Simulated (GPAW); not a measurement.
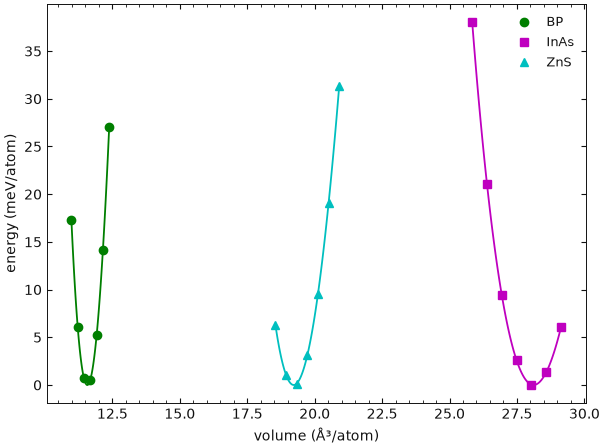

The figure shows the energy against volume, with one curve for each compound, for BP, InAs and ZnS (all in space group F-43m (No. 216)).

Computed with GPAW 26.7.0: PAW DFT in plane waves, on a grid or in atomic orbitals, no spin polarisation; energies at scaled volumes of the given cell, shape and fractions fixed, counted from the fit's minimum, third-order Birch-Murnaghan fit. Level: PBEsol.

```csv
setting,value
occupations,Fermi–Dirac
smearing width,0.05 eV
potentials,PAW data sets made by gpaw setup for the functional
```

Settings that differ: BP: wave cutoff 800 eV, k mesh 10×10×10; InAs: wave cutoff 600 eV, k mesh 8×8×8; ZnS: wave cutoff 600 eV, k mesh 9×9×9.

**Order the curves by fitted equilibrium volume, smallest first.**

BP 11.570, ZnS 19.223, InAs 28.116 Å³/atom.

**Order the curves by fitted bulk modulus, smallest first.**

InAs 56.4, ZnS 79.0, BP 169.7 GPa.
